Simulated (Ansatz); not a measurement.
System: Ca₂O₅, space group Pn-3m (No. 224) (one of a set of cubic test structures, which need not be the stable phase).

Input of one of the runs behind the figure:
```
crystal:
  lattice:
    - [5.527118189727, 0.0, 0.0]
    - [0.0, 5.527118189727, 0.0]
    - [0.0, 0.0, 5.527118189727]
  atoms:
    - { symbol: Ca, position: [0, 0, 0] }
    - { symbol: Ca, position: [0.5, 0.5, 0] }
    - { symbol: Ca, position: [0.5, 0, 0.5] }
    - { symbol: Ca, position: [0, 0.5, 0.5] }
    - { symbol: O, position: [0.5, 0, 0] }
    - { symbol: O, position: [0, 0.5, 0] }
    - { symbol: O, position: [0, 0, 0.5] }
    - { symbol: O, position: [0.5, 0.5, 0.5] }
    - { symbol: O, position: [0.75, 0.75, 0.25] }
    - { symbol: O, position: [0.75, 0.25, 0.75] }
    - { symbol: O, position: [0.25, 0.75, 0.75] }
    - { symbol: O, position: [0.75, 0.25, 0.25] }
    - { symbol: O, position: [0.25, 0.75, 0.25] }
    - { symbol: O, position: [0.25, 0.25, 0.75] }
kpoints:
  mp_grid: { grid: [10, 10, 10] }
hamiltonian:
  xc: pbe
  pseudopotentials: { kind: paw }
scf:
  occupations: { method: fermi_dirac, width: 0.061225619053 }
output:
  forces: true
  stress: true
```

Command:
```bash
ansatz run input.yaml --threads 1
```

How it was computed, with Ansatz 0.2.0 development build: equation of state of a cubic crystal from periodic Kohn-Sham density functional theory without spin, third-order Birch-Murnaghan fit to the free energies; pressure corrected for the finite basis. Level: PBE.

```tsv
setting	value
structure type	cubic X2O5
atoms in cell	14
space group number	224
lattice centring	simple cubic
k mesh	10×10×10
occupation method	Fermi–Dirac
occupation width	0.06123 eV
wave cutoff	420 eV
datasets	soft-1 PAW
density tolerance	1.7e-07 eV
bands	64
density cutoff ratio	4
search for lower states	default
```

Predict the energy above the lowest point and pressure against volume. The volume takes the values 11.34, 11.58, 11.82, 12.06, 12.30, 12.54 Å³/atom.

A third-order Birch–Murnaghan fit gives V0 = 12.05 Å³/atom, B0 = 93.1 GPa and B′ = 4.5. The energy above the lowest point is 13.7 meV/atom at volume 11.34 Å³/atom and 5.4 meV/atom at 12.54 Å³/atom; the lowest computed point is at volume 12.06 Å³/atom (0.0 meV/atom), and no other minimum shows among the points. The pressure falls from 6.506 GPa at volume 11.34 Å³/atom to −3.421 GPa at 12.54 Å³/atom, and changes sign near 12.05 Å³/atom.

```tsv
volume (Å³/atom)	energy above the lowest point (meV/atom)	pressure (GPa)
11.34	13.7	6.506
11.58	5.8	4.070
11.82	1.3	1.883
12.06	0.0	-0.080
12.30	1.5	-1.841
12.54	5.4	-3.421
```

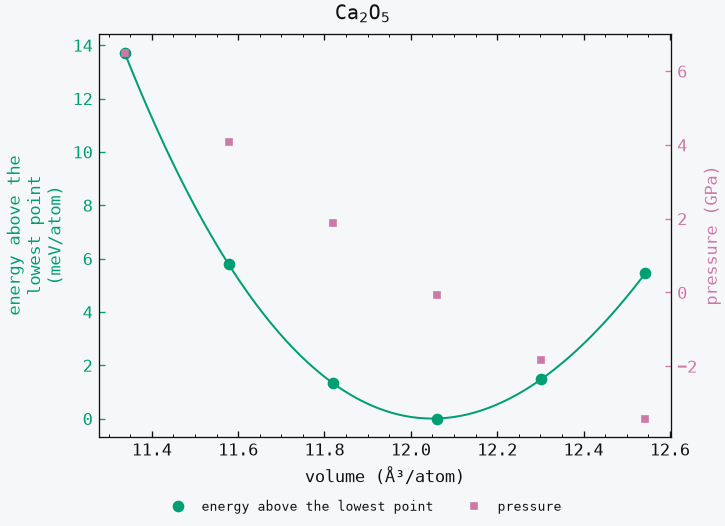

Note: cubic model structure, not the ambient form; modest k-mesh, values are not fully converged in k; no spin polarisation, a magnetic state may lie lower.
